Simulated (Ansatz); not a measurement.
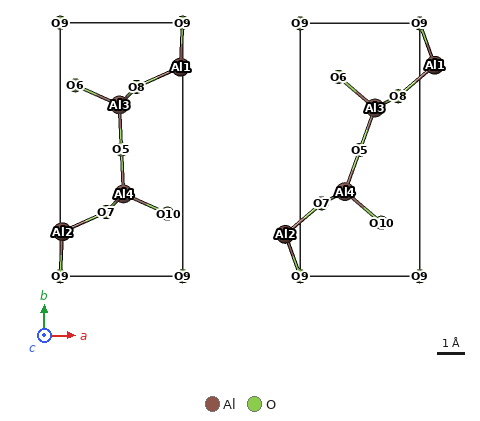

Two geometries of crystalline Al2O3 (set up in Pnnm), drawn at one scale. One is the start of a relaxation, the other its converged end. The picture is a ball-and-stick view of the cell of the calculation, seen along the c axis.

Method: Kohn-Sham DFT of a periodic cell, PBEsol with D3(BJ), Ansatz PAW in Ansatz 0.2.0. Settings: plane-wave cutoff 420 eV; k-point mesh 5 × 3 × 7; occupations fermi-dirac; smearing width 0.05 eV; no spin polarisation; cell and atoms relaxed; force threshold 0.01 eV/Å; at most 40 steps.

> Which one is relaxed?

The right one is the relaxed one. The run lets cell and atoms move. The largest moves relative to the cell, 0.95 Å, are those of O6, O7, O8 and O10. O10 goes roughly along [−3 −1 0]. By element the largest moves are O 0.95 Å, Al 0.65 Å. Cell: a 4.614 → 4.504 Å (−2.4 %), b 9.563 → 9.538 Å (−0.3 %), c 3.120 → 2.993 Å (−4.1 %). Volume −6.6 %. Near-neighbour distances that change, for instance: Al1–O6 1.823 → 1.792 Å, Al1–O8 1.817 → 1.805 Å, Al1–O9 1.679 → 1.675 Å. Bond angles that change, for instance: O7–Al2–O9 116.8° → 110.8°, O10–Al2–O10 117.7° → 113.3°, Al2–O10–Al2 117.7° → 113.3°. The space group stays Pnnm (No. 58). The energy falls by 24.4 meV per atom in 14 accepted moves (18 points after the start). Largest force component: 0.16 eV/Å at the start, 0.00064 eV/Å at the end. Pressure: −4.05 GPa at the start and −0.01 GPa at the end. The line search rejected the trial step at point 10 of the run. At 3 points the geometry stayed and the basis and grid were re-selected for the new cell (energy shift of 1.8 meV per atom at most each time). Cost: 39 s on 4 threads of Intel(R) Xeon(R) Platinum 8259CL CPU @ 2.50GHz (Skylake/Cascade Lake), with other jobs on the host, peak memory 0.55 GiB.
